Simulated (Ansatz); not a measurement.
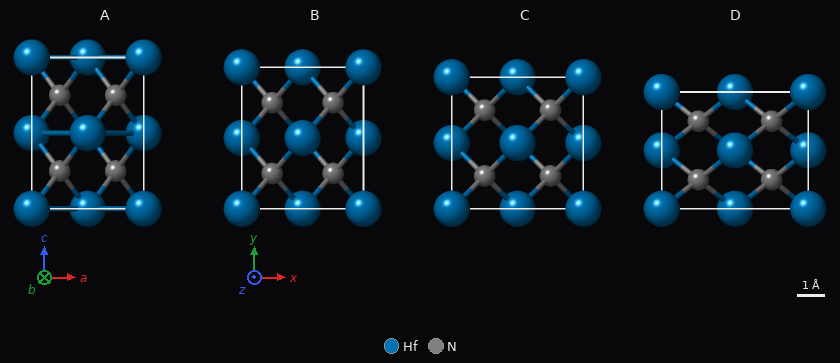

Frames of a one-coordinate scan of solid HfN (F-43m). x, y and z are the Cartesian axes of the input. The picture is a ball-and-stick view of the conventional cell (4 times the calculation's cell), seen along the b axis. Lengths and directions refer to the drawn axes.

The calculation used DFT r2SCAN, scalar-relativistic, plane waves, PAW in Ansatz. Settings: plane-wave cutoff 500 eV; k-point mesh 22 × 22 × 22; occupations gaussian; smearing width 0.15 eV; no spin polarisation. Energies (free energies at the smearing named) are counted from the relaxed crystal.

Question: What is being scanned?

Answer: The cell is strained along x and oppositely along y, with the atoms kept at their fractional coordinates. In the frames the strain is −0.15 (A), −0.075 (B), 0.00 (C), 0.1125 (D). Their energies are 290.7 meV/atom, 83.2 meV/atom, 0.0 meV/atom, 178.2 meV/atom.
